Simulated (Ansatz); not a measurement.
## ZnO: phonon calculation (part 1 of 2)

System: ZnO (P6₃mc, 8 atoms in the cell).
Method: DFT PBE, scalar-relativistic, plane waves, PAW, no spin polarisation (Ansatz 0.2.0).

The structure was made by a generator, so it may or may not be a known phase. Figures and captions count atoms from 1; the log counts them from 0 in places.

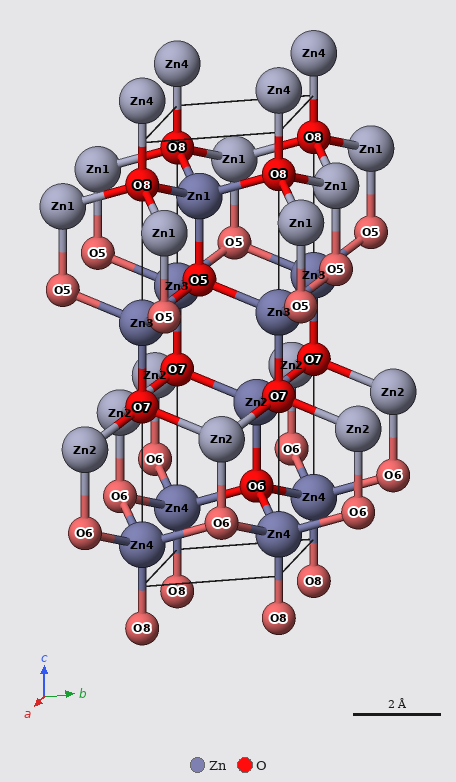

Figure 1. The structure as given in the input (ball-and-stick view of the cell of the calculation, seen slightly off an axis; neighbours outside the cell are drawn fainter; atoms are numbered from 1 in the order of the input). An atom can appear more than once, as a periodic image.

### Key numbers

| quantity | value |
| --- | --- |
| outcome | converged |
| space group (tolerance 0.01 Å) | P6₃mc (186) |
| electrons treated | 72 |
| free energy | −15547.3573 eV |
| Fermi energy | 6.715 eV |
| gap on the k-point mesh | 0.69 eV |
| ε∞ (xx, yy, zz) | 5.37, 5.37, 5.40 |
| Born charges (mean of the diagonal) | O7, O8 (−2.16 e); Zn3, Zn4 (2.16 e); Zn1, Zn2 (2.15 e); O5, O6 (−2.15 e) |
| hardware | 4 threads of AMD EPYC (Zen 5), 16 GiB of memory available, shared host |
| wall time | 9.7 min (CPU time 37 min) |
| peak memory | 3.4 GiB |

Notes on the run: the k-point mesh is coarse for the field response.

### Input file
```yaml
crystal:
  lattice:
    - [3.2718123184, 2.89e-08, 0.0]
    - [-1.6359061842, 2.8334725697, 0.0]
    - [0.0, 0.0, 10.629996]
  atoms:
    - { symbol: Zn, position: [0.6666666667, 0.3333333333, 0.844101] }
    - { symbol: Zn, position: [0.3333333333, 0.6666666667, 0.344101] }
    - { symbol: Zn, position: [0.0, 0.0, 0.594308] }
    - { symbol: Zn, position: [0.0, 0.0, 0.094308] }
    - { symbol: O, position: [0.6666666667, 0.3333333333, 0.655916] }
    - { symbol: O, position: [0.3333333333, 0.6666666667, 0.155916] }
    - { symbol: O, position: [0.0, 0.0, 0.405675] }
    - { symbol: O, position: [0.0, 0.0, 0.905675] }
basis:
  ecutwfc: 420
kpoints:
  mp_grid: { grid: [12, 12, 4] }
hamiltonian:
  xc: pbe
scf:
  occupations: { method: fixed }
output:
  eigenvalues: true
phonons:
  method: dfpt
  dielectric: true
  rigid_motions: translations
  eigenvectors: true
  qmesh: [3, 3, 1]
  temperatures: { t_max: 1000, t_step: 100 }
  qpath:
    path:
      - [[0.0, 0.0, 0.0], [0.5, 0.0, 0.0], [0.33333333, 0.33333333, 0.0], [0.0, 0.0, 0.0], [0.0, 0.0, 0.5], [0.5, 0.0, 0.5], [0.33333333, 0.33333333, 0.5], [0.0, 0.0, 0.5]]
      - [[0.5, 0.0, 0.5], [0.5, 0.0, 0.0]]
      - [[0.33333333, 0.33333333, 0.5], [0.33333333, 0.33333333, 0.0]]
    npoints: 8
```

Command:
```bash
ansatz run input.yaml --threads 4 --pin off --max-ram 8192MiB --backend cpu --events-out ev --progress --plain --runs-dir out
```

### What the program printed
```
Warning: phonons: the dynamical matrix that this run interpolates holds no multipole term above the dipole-dipole one, and a site of this crystal is no centre of inversion, so its interpolated transverse optical and acoustic branches and sound speeds can stay off near Gamma, and the density of states and the thermodynamics with them. What a run solves at a wave vector of phonons.qpoints, Gamma apart, where the deck admits one, is free of this, and under fd what a larger phonons.supercell samples
Engine: ansatz 0.2.0, x86_64-unknown-linux-gnu
Pseudopotentials: kind: paw
Pseudopotential: Zn, paw, valence charge 12, recommended cutoff 420 eV (normal), Zn.paw.azcp
Pseudopotential: O, paw, valence charge 6, recommended cutoff 420 eV (normal), O.paw.azcp
Functional definition: PBE
  parameter kappa = 0.804
  parameter beta = 0.06672455060314922
  exchange = pbe_x(kappa = kappa, mu = beta*pi^2/3)
  correlation = pbe_c(beta = beta)
Crystal: 8 atoms, lattice volume = 98.546 Å³
Basis set: ecut = 420 eV, 1955 PW (Γ), exchange–correlation on 48×48×144 points (8 copies of the dense FFT grid, shifted against one another)
Bands: 44, of which v1, the nominal top of the filled ones, is band 36 counted from 1 (35 counted from 0)
Symmetry: 12 space group operations
k-points: 164 of 576 (irreducible under 2 space group operations, time reversal used)
Non-local potential: Zn, projectors of the file, l = 0: 2, l = 1: 2, l = 2: 3, l = 3: 1
Non-local potential: O, projectors of the file, l = 0: 2, l = 1: 2, l = 2: 1
PAW form: soft (Blöchl's): semilocal exchange-correlation on the pseudo side does not see the compensation charge
PAW one-centre angular grid: Zn, 590 points (default); XC on 64 Gauss nodes
PAW one-centre angular grid: O, 110 points (default); XC on 64 Gauss nodes
Initial density: superposition of atomic densities (neutral atoms: chi_scale 0, normalization atom), corrected by the library's trained network
Initial wavefunctions: pseudopotential atomic-orbital guess
Functional: x = pbe(κ = 0.804, μ = 0.2195149727645171), c = pbe(β = 0.06672455060314922)
SCF iter   1: F=—  HF=-15547.353857 eV  |F-HF|=—  |Δ(HF+E_count)|=         —  Δρ=6.12e-4  dr2=1.55e-4  ethr=1.77e-3  ⟨swp⟩=5.0  Hψ=22494  notcnv=0  defer=956
preconditioner: auto → Resta (q_TF=auto, 2.589 Å⁻¹)  ε∞=7.5  [insulator: Δε(μ)=0.687 eV  Ē_g=12.493 eV  n_scr=38 (ndim 8)  ℏωp=31.7 eV  f_vac=0.032  ε∞_Penn≈7.5]
SCF iter   2: F=—  HF=-15547.357141 eV  |F-HF|=—  |Δ(HF+E_count)|=   3.28e-3  Δρ=4.61e-4  dr2=9.40e-5  ethr=2.15e-7  ⟨swp⟩=3.0  Hψ=19111  notcnv=0  defer=984
SCF iter   3: F=—  HF=-15547.357253 eV  |F-HF|=—  |Δ(HF+E_count)|=   1.12e-4  Δρ=2.56e-4  dr2=3.73e-5  ethr=1.31e-7  ⟨swp⟩=2.0  Hψ=11824  notcnv=0  defer=883
SCF iter   4: F=—  HF=-15547.357340 eV  |F-HF|=—  |Δ(HF+E_count)|=   8.64e-5  Δρ=8.09e-5  dr2=6.24e-6  ethr=5.19e-8  ⟨swp⟩=2.0  Hψ=11857  notcnv=0  defer=644
SCF iter   5: F=—  HF=-15547.357339 eV  |F-HF|=—  |Δ(HF+E_count)|=   1.05e-6  Δρ=3.70e-5  dr2=1.62e-6  ethr=8.66e-9  ⟨swp⟩=2.1  Hψ=12126  notcnv=0  defer=604
SCF iter   6: F=—  HF=-15547.357339 eV  |F-HF|=—  |Δ(HF+E_count)|=   1.08e-7  Δρ=1.60e-5  dr2=3.60e-7  ethr=2.25e-9  ⟨swp⟩=2.0  Hψ=11862  notcnv=0  defer=604
SCF iter   7: F=—  HF=-15547.357339 eV  |F-HF|=—  |Δ(HF+E_count)|=   1.92e-7  Δρ=9.76e-6  dr2=6.59e-8  ethr=4.99e-10  ⟨swp⟩=2.0  Hψ=11860  notcnv=0  defer=604
SCF iter   8: F=—  HF=-15547.357339 eV  |F-HF|=—  |Δ(HF+E_count)|=   1.98e-8  Δρ=2.93e-6  dr2=8.21e-9  ethr=9.15e-11  ⟨swp⟩=2.0  Hψ=11860  notcnv=0  defer=604
SCF iter   9: F=—  HF=-15547.357339 eV  |F-HF|=—  |Δ(HF+E_count)|=   6.13e-9  Δρ=1.96e-6  dr2=3.28e-9  ethr=1.14e-11  ⟨swp⟩=2.0  Hψ=11909  notcnv=0  defer=604
SCF iter  10: F=—  HF=-15547.357339 eV  |F-HF|=—  |Δ(HF+E_count)|=  1.06e-10  Δρ=9.38e-7  dr2=7.54e-10  ethr=4.56e-12  ⟨swp⟩=2.0  Hψ=12516  notcnv=0  defer=604
SCF iter  11: F=-15547.357339 eV  HF=-15547.357339 eV  |F-HF|=1.82e-12  |Δ(HF+E_count)|=  5.46e-12  Δρ=2.04e-7  dr2=3.93e-11  ethr=1.00e-12  ⟨swp⟩=10.9  Hψ=49886  notcnv=0
SCF 1 converged in 11 iterations: F = -15547.357339 eV  dr2 = 3.93e-11
  greatest PAW one-centre occupation: 0.987 electrons in one spin orbital (limit 2), on the Zn atom at site 3 (counted from 0), in its partial waves of l = 2
DFPT response loops at Γ: preconditioner auto → Resta (q_TF=auto, 2.589 Å⁻¹)  ε∞=9.3 (no band partly filled); β = 1.00, the filter's whole step (`scf.mixing.beta` (0.50) is not read by the response loops at its default; to damp them type it under 1.00, their step now; it binds the ground state too); Broyden in place of MSR1
── the response to a field inside a basis, on 18×18×6 k-points: an SCF that follows is theirs, and a resumed run solves both again ──
Bands: 37, of which v1, the nominal top of the filled ones, is band 36 counted from 1 (35 counted from 0)
k-points: 270 of 1944 (irreducible under 4 space group operations, time reversal used)
Initial density: handed on by an earlier stage of this run
Initial wavefunctions: pseudopotential atomic-orbital guess (no wavefunctions were taken with the density)
Eigensolver: Dense (270 Hₖ)
SCF iter   1: F=—  HF=-15547.228527 eV  |F-HF|=—  |Δ(HF+E_count)|=         —  Δρ=6.19e-4  dr2=1.22e-4  ethr=1.00e-1
preconditioner: auto → Resta (q_TF=auto, 2.589 Å⁻¹)  ε∞=11.5  [insulator: Δε(μ)=0.852 eV  Ē_g=9.800 eV  n_scr=38 (ndim 8)  ℏωp=31.7 eV  f_vac=0.032  ε∞_Penn≈11.5]
SCF iter   2: F=—  HF=-15547.228537 eV  |F-HF|=—  |Δ(HF+E_count)|=   1.03e-5  Δρ=2.47e-4  dr2=2.42e-5  ethr=1.69e-7
SCF iter   3: F=—  HF=-15547.228545 eV  |F-HF|=—  |Δ(HF+E_count)|=   8.05e-6  Δρ=1.23e-4  dr2=6.88e-6  ethr=3.36e-8
SCF iter   4: F=—  HF=-15547.228546 eV  |F-HF|=—  |Δ(HF+E_count)|=   1.12e-6  Δρ=3.83e-5  dr2=8.40e-7  ethr=9.55e-9
SCF iter   5: F=—  HF=-15547.228546 eV  |F-HF|=—  |Δ(HF+E_count)|=   1.42e-7  Δρ=1.27e-5  dr2=1.70e-7  ethr=1.17e-9
SCF iter   6: F=-15547.228546 eV  HF=-15547.228546 eV  |F-HF|=7.99e-9  |Δ(HF+E_count)|=   1.21e-7  Δρ=2.79e-6  dr2=9.86e-9  ethr=2.36e-10
SCF 1 converged in 6 iterations: F = -15547.228546 eV  dr2 = 9.86e-9
DFPT response loops at Γ: preconditioner auto → Resta (q_TF=auto, 2.589 Å⁻¹)  ε∞=8.4 (no band partly filled); β = 1.00, the filter's whole step (`scf.mixing.beta` (0.50) is not read by the response loops at its default; to damp them type it under 1.00, their step now; it binds the ground state too); Broyden in place of MSR1
WARN: field response: ε∞ stands inside a basis, on 18×18×6 points; the force constants stand on the 12×12×4 k-mesh, whose period is 10.42 times the interband length at k = (0.0000, 0.0000, 0.0000), direct gap 0.689 eV, under 14: take them and everything formed from them as unconverged, and compare with a denser kpoints.mp_grid
NSCF: frozen V_eff on 57 k-points
NSCF: frozen V_eff on 624 k-points
DFPT response loops at q = (0, 0.3333333333333333, 0) (fractional): preconditioner auto → Resta (q_TF=auto, 2.589 Å⁻¹)  ε∞=9.3 (no band partly filled); β = 1.00, the filter's whole step (`scf.mixing.beta` (0.50) is not read by the response loops at its default; to damp them type it under 1.00, their step now; it binds the ground state too); Broyden in place of MSR1
NSCF: frozen V_eff on 600 k-points
DFPT response loops at q = (0.3333333333333333, 0.3333333333333333, 0) (fractional): mixed as the last ones told, above
SCF converged after 11 iterations
Free energy (F): -15547.357339 eV
Harris-Foulkes:  -15547.357339 eV  (|F-HF|=1.82e-12)
Internal energy: -15547.357339 eV  (E = F + TS)
E sigma→0 (E₀):  -15547.357339 eV
Fermi energy:    6.715156 eV
--- Per-component energies (eV) ---
  E_band       = 101.726410
  E_kinetic    = 1219.976441
  E_local      = -8100.944910  (includes V_loc(G=0)·N_el)
  E_nonlocal   = 2670.192682
  E_hartree    = 3324.887802
  E_xc         = -838.624164
  E_vxc        = -577.951932  (∫ρ·V_xc dr)
  E_paw        = -7961.029180  (= ΣΔE_a)
  E_vpaw       = -1759.329398  (= ΣTr[D̂ρ^β])
  E_aug_tail   = 0.008169  (compensation charges beyond the density's cutoff)
  E_ewald      = -5861.824179
  E_smearing   = -0.000000  (= −TS)
  E_closure    = -0.000000  (closes the sum)
  Σ components = -15547.357339   (vs F -15547.357339, Δ=0.00e0)
--- Band table (eV; the first three rows and the last of 164) ---
  k-point 0: bands = ["-11.0867", "-10.7795", "-10.7552", "-10.4284", "0.9715", "1.0076", "1.1424", "1.1424", "1.1589", "1.2266", "1.2266", "1.2731", "1.2731", "1.3330", "1.3557", "1.3557", "2.2773", "2.2773", "2.2943", "2.2943", "2.3701", "2.3701", "2.4124", "2.4124", "2.6640", "4.4497", "4.4811", "5.9579", "5.9579", "6.3324", "6.3324", "6.3545", "6.3545", "6.6779", "6.7152", "6.7152", "7.4039", "9.9362", "10.0900", "11.9548", "14.6574", "16.6030", "16.8602", "19.5653"]
  k-point 1: bands = ["-11.0630", "-10.8923", "-10.6396", "-10.4549", "1.0025", "1.0345", "1.1371", "1.1505", "1.1505", "1.2042", "1.2042", "1.2526", "1.2950", "1.2950", "1.3477", "1.3477", "2.2804", "2.2804", "2.2926", "2.2926", "2.3756", "2.3756", "2.4057", "2.4057", "2.8493", "3.8553", "5.0854", "5.9879", "5.9879", "6.1975", "6.1975", "6.2906", "6.4872", "6.4872", "6.6871", "6.6871", "7.8280", "9.2609", "10.7256", "11.7841", "14.8190", "15.8936", "17.7300", "19.5936"]
  k-point 2: bands = ["-10.9952", "-10.9952", "-10.5297", "-10.5297", "1.0798", "1.0798", "1.1138", "1.1138", "1.1729", "1.1729", "1.1729", "1.1729", "1.3255", "1.3255", "1.3255", "1.3255", "2.2871", "2.2871", "2.2871", "2.2871", "2.3901", "2.3901", "2.3901", "2.3901", "3.2925", "3.2925", "5.6981", "5.6981", "6.0724", "6.0724", "6.0724", "6.0724", "6.6074", "6.6074", "6.6074", "6.6074", "8.5188", "8.5188", "11.3385", "11.3385", "15.2530", "15.2530", "18.8018", "18.8018"]
```
